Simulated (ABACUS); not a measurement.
# Run report: GaSb, geometry relaxation (part 2 of 2)

GaSb (F-43m, 2 atoms in the cell); Kohn-Sham DFT of a periodic cell, PBEsol, SG15 ONCV 1.2 PBE, no spin polarisation (ABACUS 3.10.1); cutoff 1360.57 eV, 7×7×7 k-mesh, fermi-dirac of 0.05 eV. The structure derives from an entry of the Crystallography Open Database.

Geometry of the input (Å; fractional positions):
```
0.0000  3.0590  3.0590
3.0590  0.0000  3.0590
3.0590  3.0590  0.0000
Sb 0.7500  0.7500  0.7500
Ga 0.0000  0.0000  0.0000
```

What the program printed, continued
```
----------------------------------------------------------

 LCAO ALGORITHM --------------- ION=   1  ELEC=   7--------------------------------

 Density error is 1.12343514484e-06
----------------------------------------------------------
     Energy           Rydberg                 eV
----------------------------------------------------------
 E_KohnSham     -271.8821219179      -3699.1460424142
 E_Harris       -271.8820361018      -3699.1448748259
 E_Fermi        0.6860655906         9.3344012338
----------------------------------------------------------

 LCAO ALGORITHM --------------- ION=   1  ELEC=   8--------------------------------

 Density error is 1.7404823091e-07
----------------------------------------------------------
     Energy           Rydberg                 eV
----------------------------------------------------------
 E_KohnSham     -271.8821219179      -3699.1460424140
 E_Harris       -271.8821399581      -3699.1462878638
 E_Fermi        0.6860671800         9.3344228588
----------------------------------------------------------

 LCAO ALGORITHM --------------- ION=   1  ELEC=   9--------------------------------

 Density error is 2.95227284062e-08
----------------------------------------------------------
     Energy           Rydberg                 eV
----------------------------------------------------------
 E_KohnSham     -271.8821219179      -3699.1460424143
 E_KS(sigma->0) -271.8821043411      -3699.1458032697
 E_Harris       -271.8821216010      -3699.1460381026
 E_band         -15.7751256554       -214.6315955790
 E_one_elec     -138.1859068882      -1880.1157169774
 E_Hartree      83.0515409308        1129.9741843385
 E_xc           -33.4480450450       -455.0839995724
 E_Ewald        -183.2996757619      -2493.9200319137
 E_entropy(-TS) -0.0000351536        -0.0004782893
 E_descf        0.0000000000         0.0000000000
 E_exx          0.0000000000         0.0000000000
 E_Fermi        0.6860669595         9.3344198590
----------------------------------------------------------

 charge density convergence is achieved
 final etot is -3699.1460424 eV
 EFERMI = 9.334419859 eV

 STATE ENERGY(eV) AND OCCUPATIONS    NSPIN == 1
[... levels at 20 further k points ...]

 correction force for each atom along direction 1 is -0.0122866
 correction force for each atom along direction 2 is -0.00252666
 correction force for each atom along direction 3 is -0.00385428
------------------------------------------------------------------------------------------
 TOTAL-FORCE (eV/Angstrom)
------------------------------------------------------------------------------------------
                       Sb1         0.0000000000         0.0000000000         0.0000000000
                       Ga1         0.0000000000         0.0000000000         0.0000000000
------------------------------------------------------------------------------------------

----------------------------------------------------------------
 TOTAL-STRESS (KBAR)
----------------------------------------------------------------
         9.2583396489        -0.0000000000        -0.0000000000
         0.0000000000         9.2583396489        -0.0000000000
        -0.0000000000         0.0000000000         9.2583396489
----------------------------------------------------------------
 TOTAL-PRESSURE: 9.258340 KBAR

 Largest gradient in force is 0.000000 eV/A.
 Threshold is 0.010000 eV/A.

 Largest gradient in stress is 9.258340 kbar.
 Threshold is 0.500000 kbar.

 Relaxation is not converged yet!
CARTESIAN COORDINATES ( UNIT =       8.175105046400 Bohr ).
    atom                   x                   y                   z     mag                  vx                  vy                  vz
tauc_Sb1            1.0694323436        1.0694323436        1.0694323436  0.0000        0.0000000000        0.0000000000        0.0000000000
tauc_Ga1            0.0000000000        0.0000000000        0.0000000000  0.0000        0.0000000000        0.0000000000        0.0000000000

                          Volume (Bohr^3) = 396.000914
                             Volume (A^3) = 58.681211

 Lattice vectors: (Cartesian coordinate: in unit of a_0)
            -0.000000           +0.712955           +0.712955
            +0.712955           -0.000000           +0.712955
            +0.712955           +0.712955           +0.000000
 Reciprocal vectors: (Cartesian coordinate: in unit of 2 pi/a_0)
            -0.701307           +0.701307           +0.701307
            +0.701307           -0.701307           +0.701307
            +0.701307           +0.701307           -0.701307

 -------------------------------------------
 STEP OF RELAXATION : 2
 -------------------------------------------

[... set-up of the moved cell ...]

 LCAO ALGORITHM --------------- ION=   2  ELEC=   1--------------------------------

 Density error is 0.000673858173
----------------------------------------------------------
     Energy           Rydberg                 eV
----------------------------------------------------------
 E_KohnSham     -271.8822959764      -3699.1484106015
 E_Harris       -271.8923393087      -3699.2850571478
 E_Fermi        0.6554707765         8.9181374326
----------------------------------------------------------

[... 5 further cycles ...]
 LCAO ALGORITHM --------------- ION=   2  ELEC=   7--------------------------------

 Density error is 0.000000016377
----------------------------------------------------------
     Energy           Rydberg                 eV
----------------------------------------------------------
 E_KohnSham     -271.8822999960      -3699.1484652908
 E_KS(sigma->0) -271.8822740972      -3699.1481129193
 E_Harris       -271.8823001595      -3699.1484675154
 E_band         -16.3920251788       -223.0249441907
 E_one_elec     -140.5929031292      -1912.8645809192
 E_Hartree      83.9294190705        1141.9183291892
 E_xc           -33.4226301847       -454.7382126581
 E_Ewald        -181.7961339550      -2473.4632961597
 E_entropy(-TS) -0.0000517976        -0.0007047430
 E_descf        0.0000000000         0.0000000000
 E_exx          0.0000000000         0.0000000000
 E_Fermi        0.6552092234         8.9145788203
----------------------------------------------------------

 charge density convergence is achieved
 final etot is -3699.14846529080 eV
 EFERMI = 8.91457882025 eV

 STATE ENERGY(eV) AND OCCUPATIONS    NSPIN == 1
[... levels at 20 further k points ...]

 correction force for each atom along direction 1 is -0.012087
 correction force for each atom along direction 2 is -0.002559
 correction force for each atom along direction 3 is -0.003845
------------------------------------------------------------------------------------------
 TOTAL-FORCE (eV/Angstrom)
------------------------------------------------------------------------------------------
                       Sb1         0.0000000000         0.0000000000         0.0000000000
                       Ga1         0.0000000000         0.0000000000         0.0000000000
------------------------------------------------------------------------------------------

----------------------------------------------------------------
 TOTAL-STRESS (KBAR)
----------------------------------------------------------------
        -3.4412055567         0.0000000000        -0.0000000000
        -0.0000000000        -3.4412055567        -0.0000000000
         0.0000000000        -0.0000000000        -3.4412055567
----------------------------------------------------------------
 TOTAL-PRESSURE: -3.441206 KBAR

 Largest gradient in force is 0.000000 eV/A.
 Threshold is 0.010000 eV/A.

 Largest gradient in stress is 3.441206 kbar.
 Threshold is 0.500000 kbar.

 Relaxation is not converged yet!
CARTESIAN COORDINATES ( UNIT =       8.175105046400 Bohr ).
    atom                   x                   y                   z     mag                  vx                  vy                  vz
tauc_Sb1            1.0669001656        1.0669001656        1.0669001656  0.0000        0.0000000000        0.0000000000        0.0000000000
tauc_Ga1           -0.0000000000        0.0000000000        0.0000000000  0.0000        0.0000000000        0.0000000000        0.0000000000

                          Volume (Bohr^3) = 393.194642
                             Volume (A^3) = 58.265365

 Lattice vectors: (Cartesian coordinate: in unit of a_0)
            -0.000000           +0.711267           +0.711267
            +0.711267           -0.000000           +0.711267
            +0.711267           +0.711267           +0.000000
 Reciprocal vectors: (Cartesian coordinate: in unit of 2 pi/a_0)
            -0.702971           +0.702971           +0.702971
            +0.702971           -0.702971           +0.702971
            +0.702971           +0.702971           -0.702971

 -------------------------------------------
 STEP OF RELAXATION : 3
 -------------------------------------------

[... set-up of the moved cell ...]

 LCAO ALGORITHM --------------- ION=   3  ELEC=   1--------------------------------

 Density error is 0.000878826189
----------------------------------------------------------
     Energy           Rydberg                 eV
----------------------------------------------------------
 E_KohnSham     -271.8823249732      -3699.1488051228
 E_Harris       -271.8667526889      -3698.9369333255
 E_Fermi        0.6633006852         9.0246688065
----------------------------------------------------------

[... 5 further cycles ...]
 LCAO ALGORITHM --------------- ION=   3  ELEC=   7--------------------------------

 Density error is 0.000000034278
----------------------------------------------------------
     Energy           Rydberg                 eV
----------------------------------------------------------
 E_KohnSham     -271.8823305848      -3699.1488814733
 E_KS(sigma->0) -271.8823051598      -3699.1485355481
 E_Harris       -271.8823309625      -3699.1488866120
 E_band         -16.2157334916       -220.6263727358
 E_one_elec     -139.9016111093      -1903.4590704671
 E_Hartree      83.6768102011        1138.4814092000
 E_xc           -33.4298704133       -454.8367210219
 E_Ewald        -182.2276084133      -2479.3338073339
 E_entropy(-TS) -0.0000508500        -0.0006918504
 E_descf        0.0000000000         0.0000000000
 E_exx          0.0000000000         0.0000000000
 E_Fermi        0.6636579974         9.0295302875
----------------------------------------------------------

 charge density convergence is achieved
 final etot is -3699.14888147329 eV
 EFERMI = 9.02953028749 eV

 STATE ENERGY(eV) AND OCCUPATIONS    NSPIN == 1
 1/20 kpoint (Cartesian) = 0.00000 0.00000 0.00000 (1592 pws)
       1     -19.604308       0.005831
       2     -19.604308       0.005831
       3     -19.604308       0.005831
       4     -19.566262       0.005831
       5     -19.566262       0.005831
       6      -5.758251       0.005831
       7      -5.758251       0.005831
       8      -5.758251       0.005831
       9      -5.704708       0.005831
      10      -5.704708       0.005831
      11      -2.371188       0.005831
      12       8.966157       0.004550
      13       8.966157       0.004550
      14       8.966157       0.004550
      15       8.995544       0.003870
      16      11.783025       0.000000
      17      11.783025       0.000000
      18      11.783025       0.000000

 2/20 kpoint (Cartesian) = 0.10042 0.10042 0.10042 (1621 pws)
       1     -19.604027       0.046647
       2     -19.603749       0.046647
       3     -19.603749       0.046647
       4     -19.566146       0.046647
       5     -19.566146       0.046647
       6      -5.763372       0.046647
       7      -5.755763       0.046647
       8      -5.755763       0.046647
       9      -5.704977       0.046647
      10      -5.704977       0.046647
      11      -2.176619       0.046647
      12       6.660712       0.046647
      13       8.660478       0.046618
      14       8.660478       0.046618
      15      10.020802       0.000000
      16      12.216025       0.000000
      17      12.216025       0.000000
      18      12.680396       0.000000

 3/20 kpoint (Cartesian) = 0.20085 0.20085 0.20085 (1614 pws)
       1     -19.603671       0.046647
       2     -19.602504       0.046647
       3     -19.602504       0.046647
       4     -19.565891       0.046647
       5     -19.565891       0.046647
       6      -5.775352       0.046647
       7      -5.750523       0.046647
       8      -5.750523       0.046647
       9      -5.705293       0.046647
      10      -5.705293       0.046647
      11      -1.625313       0.046647
      12       4.448926       0.046647
      13       8.171206       0.046647
      14       8.171206       0.046647
      15       9.670596       0.000000
      16      12.726525       0.000000
      17      12.726525       0.000000
      18      14.892758       0.000000

 4/20 kpoint (Cartesian) = 0.30127 0.30127 0.30127 (1612 pws)
       1     -19.603493       0.046647
       2     -19.601572       0.046647
       3     -19.601572       0.046647
       4     -19.565654       0.046647
       5     -19.565654       0.046647
       6      -5.785001       0.046647
       7      -5.746890       0.046647
       8      -5.746890       0.046647
       9      -5.704952       0.046647
      10      -5.704952       0.046647
      11      -0.940870       0.046647
      12       2.904066       0.046647
      13       7.873606       0.046647
      14       7.873606       0.046647
      15       9.382275       0.000040
      16      12.759539       0.000000
      17      12.759539       0.000000
      18      16.780348       0.000000

 5/20 kpoint (Cartesian) = 0.00000 0.00000 0.20085 (1623 pws)
       1     -19.604745       0.034985
       2     -19.603142       0.034985
       3     -19.603142       0.034985
       4     -19.566538       0.034985
       5     -19.565693       0.034985
       6      -5.767918       0.034985
       7      -5.753233       0.034985
       8      -5.753233       0.034985
       9      -5.706533       0.034985
      10      -5.703990       0.034985
      11      -2.102649       0.034985
      12       6.603814       0.034985
      13       8.161065       0.034985
      14       8.161065       0.034985
      15      10.740102       0.000000
      16      11.545287       0.000000
      17      12.972391       0.000000
      18      12.972391       0.000000

 6/20 kpoint (Cartesian) = 0.10042 0.30127 0.10042 (1623 pws)
       1     -19.604666       0.139942
       2     -19.602060       0.139942
       3     -19.601909       0.139942
       4     -19.566636       0.139942
       5     -19.565216       0.139942
       6      -5.777822       0.139942
       7      -5.748688       0.139942
       8      -5.747810       0.139942
       9      -5.708144       0.139942
      10      -5.703670       0.139942
      11      -1.666049       0.139942
      12       4.930368       0.139942
      13       7.510970       0.139942
      14       7.659584       0.139942
      15      10.833134       0.000000
      16      11.880658       0.000000
      17      13.725599       0.000000
      18      13.966703       0.000000

[... levels at 14 further k points ...]

 correction force for each atom along direction 1 is -0.012146
 correction force for each atom along direction 2 is -0.002551
 correction force for each atom along direction 3 is -0.003849
------------------------------------------------------------------------------------------
 TOTAL-FORCE (eV/Angstrom)
------------------------------------------------------------------------------------------
                       Sb1         0.0000000000         0.0000000000         0.0000000000
                       Ga1         0.0000000000         0.0000000000         0.0000000000
------------------------------------------------------------------------------------------

----------------------------------------------------------------
 TOTAL-STRESS (KBAR)
----------------------------------------------------------------
         0.0636902224        -0.0000000000         0.0000000000
        -0.0000000000         0.0636902224         0.0000000000
         0.0000000000         0.0000000000         0.0636902224
----------------------------------------------------------------
 TOTAL-PRESSURE: 0.063690 KBAR

 Largest gradient in force is 0.000000 eV/A.
 Threshold is 0.010000 eV/A.

 Largest gradient in stress is 0.063690 kbar.
 Threshold is 0.500000 kbar.

 Relaxation is converged!

 --------------------------------------------
 !FINAL_ETOT_IS -3699.1488814732924766 eV
 --------------------------------------------
```

Trajectory as extended XYZ (Å, eV, eV/Å), 3 frames, from step=0 to step=2
```
2
Lattice="0.0000 3.0590 3.0590 3.0590 0.0000 3.0590 3.0590 3.0590 0.0000" Properties=species:S:1:pos:R:3:forces:R:3 step=0 energy=-3699.14604 pressure_GPa=0.93
Sb    4.5885    4.5885    4.5885    0.0000   0.0000   0.0000
Ga    0.0000    0.0000    0.0000    0.0000   0.0000   0.0000
2
Lattice="-0.0000 3.0843 3.0843 3.0843 -0.0000 3.0843 3.0843 3.0843 0.0000" Properties=species:S:1:pos:R:3:forces:R:3 step=1 energy=-3699.14847 pressure_GPa=-0.34
Sb    4.6264    4.6264    4.6264    0.0000   0.0000   0.0000
Ga    0.0000    0.0000    0.0000    0.0000   0.0000   0.0000
2
Lattice="-0.0000 3.0770 3.0770 3.0770 -0.0000 3.0770 3.0770 3.0770 0.0000" Properties=species:S:1:pos:R:3:forces:R:3 step=2 energy=-3699.14888 pressure_GPa=0.01
Sb    4.6155    4.6155    4.6155    0.0000   0.0000   0.0000
Ga    0.0000    0.0000    0.0000    0.0000   0.0000   0.0000
```

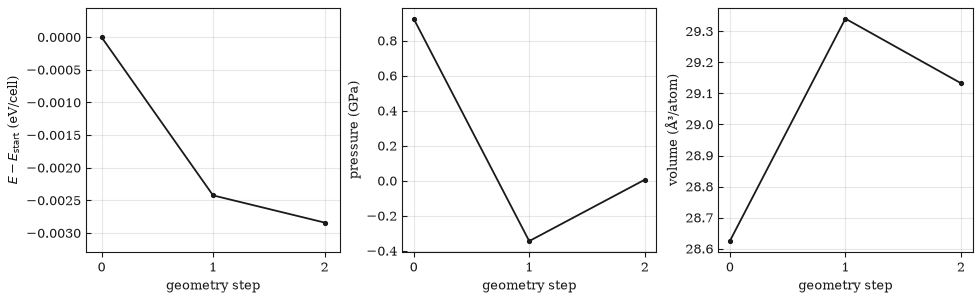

Progress of the relaxation, step by step (steps are counted from 0).

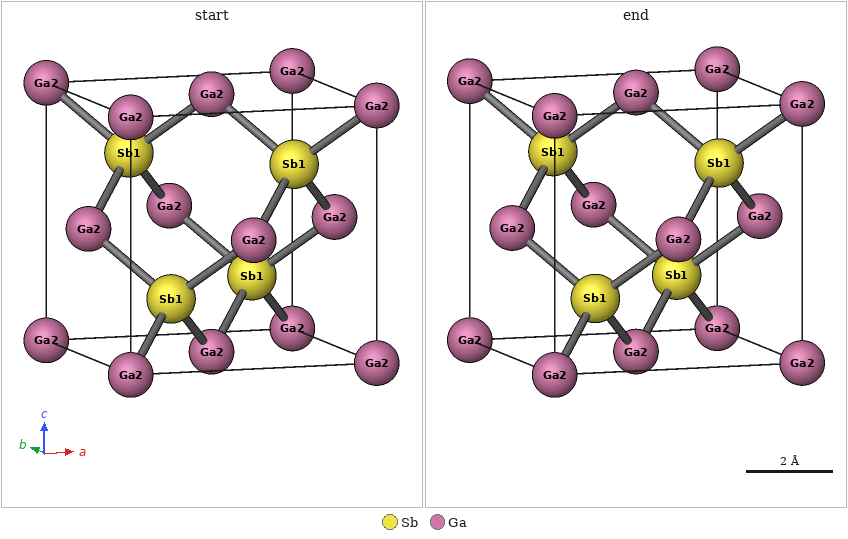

Before (left) and after (right) the relaxation, at one scale (ball-and-stick view of the cell 4 times as large as that of the calculation, set on its symmetry axes, seen slightly off an axis). The energy falls by 2.8 meV per cell of the calculation in 2 geometry steps. All forces vanish by symmetry, so only the cell relaxes. Pressure: 0.93 GPa at the start and 0.01 GPa at the end. The atoms keep their places relative to the cell (all moves are under 0.005 Å). Cell: a = b = c 6.118 → 6.154 Å (+0.6 %). Volume +1.8 %. Among the contacts that change: Sb1–Ga2 2.649 → 2.665 Å. The space group stays F-43m (No. 216). (Atoms are counted from 1 in the order of the input.)

Summary

```tsv
quantity	value
outcome	converged
space group (tolerance 0.01 Å)	F-43m (216)
electrons treated	28
free energy	−3699.1489 eV
Fermi energy	9.030 eV
pressure	0.01 GPa
final volume	58.27 Å³
largest force (length of the vector) at the end	under 0.001 eV/Å
final cell	a = 4.352 Å, b = 4.352 Å, c = 4.352 Å, α = 60.00°, β = 60.00°, γ = 60.00°
wall time	13 s (CPU time 49 s)
peak memory	0.48 GiB
```

Points of doubt noted for this run: home made orbitals.
